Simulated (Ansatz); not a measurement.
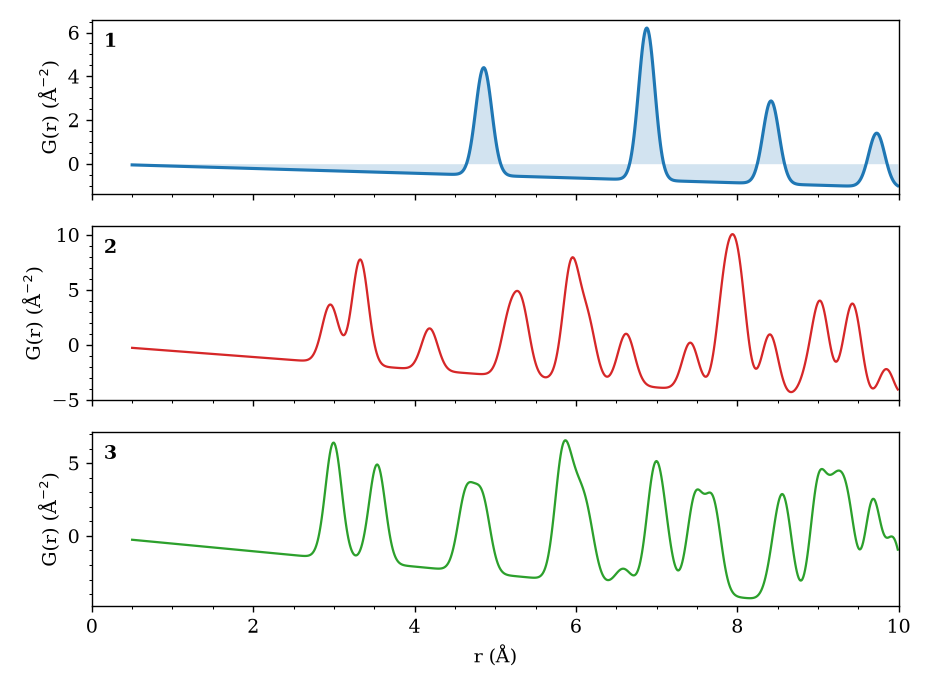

Each curve is a calculated X-ray PDF: distances of the static structure, each pair weighted by the product of the atomic numbers (X-ray weights at Q = 0), broadened by Gaussians with σ = 0.10 Å. No termination ripples are included.

Candidate structures:

A. 
```
Hg
1.0
     3.54486    0.00000    0.00000
    -1.77243    3.06994    0.00000
     0.00000    0.00000    6.58645
Hg
3
Direct
  0.00000 0.00000 0.00000
  0.66667 0.33333 0.33333
  0.33333 0.66667 0.66667
```

B. 
```
CELL_PARAMETERS angstrom
4.86386 0.00000 0.00000
0.00000 4.86386 0.00000
0.00000 0.00000 4.86386
ATOMIC_POSITIONS crystal
Hg 0.00000 0.00000 0.00000
```

C. 
```
Hg
1.0
     5.16739    0.00000    0.00000
    -2.58369    4.47509    0.00000
     0.00000    0.00000    2.94457
Hg
3
Direct
  0.00000 0.00000 0.00000
  0.33333 0.66667 0.50000
  0.66667 0.33333 0.50000
```

Origins: A, the input geometry of an electronic-structure calculation (not necessarily at equilibrium); B, the input geometry of an electronic-structure calculation (not necessarily at equilibrium); the starting structure was generated, so it need not be a known form of this composition; C, the geometry relaxed with DFT, LDA (PW92), plane waves (420 eV) with PAW, scalar-relativistic in Ansatz 0.2.0; the starting structure was generated, so it need not be a known form of this composition.

**Which PDF belongs to which candidate?**

curve 1 is B (Hg, first clear peaks at 4.86 Å (Hg–Hg) and 6.88 Å (Hg–Hg)); curve 2 is C (Hg, first clear peaks at 2.96 Å (Hg–Hg) and 3.33 Å (Hg–Hg)); curve 3 is A (Hg, first clear peaks at 3.00 Å (Hg–Hg) and 3.54 Å (Hg–Hg)).
